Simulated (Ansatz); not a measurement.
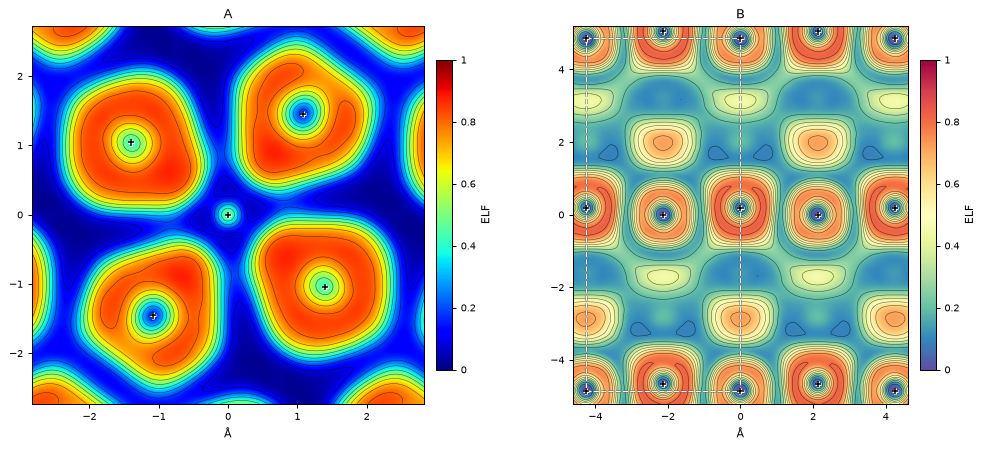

The electron localisation function of 2 systems, each on a plane through atoms (crosses mark nuclei in the plane).

All numbers below come from DFT r2SCAN, scalar-relativistic, plane waves, PAW in Ansatz 0.2.0.

System 1: SiO₂, the (111) plane of the conventional cell. Space group P4₂/mnm; a structure from a database of computed crystals, not necessarily the ambient phase.

```
Si O
1.0
     4.18541    0.00000    0.00000
     0.00000    4.18541    0.00000
     0.00000    0.00000    2.66874
Si O
2 4
Direct
  0.50000 0.50000 0.50000
  0.00000 0.00000 0.00000
  0.69389 0.69389 0.00000
  0.19389 0.80611 0.50000
  0.30611 0.30611 0.00000
  0.80611 0.19389 0.50000
```

System 2: Ta₄N₅, the (110) plane of the conventional cell. Space group I4/m; a structure from a database of computed crystals, not necessarily the ambient phase; computed without spin polarisation.

```cif
data_structure
_symmetry_space_group_name_H-M 'P 1'
_symmetry_Int_Tables_number 1
_cell_length_a 6.8654
_cell_length_b 6.8654
_cell_length_c 4.2638
_cell_angle_alpha 90.000
_cell_angle_beta 90.000
_cell_angle_gamma 90.000
_cell_volume 200.97
loop_
_atom_site_label
_atom_site_type_symbol
_atom_site_fract_x
_atom_site_fract_y
_atom_site_fract_z
_atom_site_occupancy
Ta1 Ta 0.10561 0.71706 0.50000 1
Ta2 Ta 0.60561 0.21706 0.00000 1
Ta3 Ta 0.28294 0.10561 0.50000 1
Ta4 Ta 0.78294 0.60561 0.00000 1
Ta5 Ta 0.71706 0.89439 0.50000 1
Ta6 Ta 0.21706 0.39439 0.00000 1
Ta7 Ta 0.39439 0.78294 0.00000 1
Ta8 Ta 0.89439 0.28294 0.50000 1
N1 N 0.00000 0.00000 0.50000 1
N2 N 0.50000 0.50000 0.00000 1
N3 N 0.80852 0.59170 0.50000 1
N4 N 0.30852 0.09170 0.00000 1
N5 N 0.40830 0.80852 0.50000 1
N6 N 0.90830 0.30852 0.00000 1
N7 N 0.09170 0.69148 0.00000 1
N8 N 0.59170 0.19148 0.50000 1
N9 N 0.19148 0.40830 0.50000 1
N10 N 0.69148 0.90830 0.00000 1
```

Which map belongs to which system?

Panel A is system 1, SiO₂: the plane holds Si and O. Si–O (1.76 Å): the ELF peaks at about 0.85 between the atoms. Panel B is system 2, Ta₄N₅: the plane holds Ta and N. Ta–N (2.14 Å): the ELF peaks at about 0.80 in the valence shell of N, 0.6 Å from its nucleus, and is about 0.20 at the midpoint (no shared electron pair shows on this line).
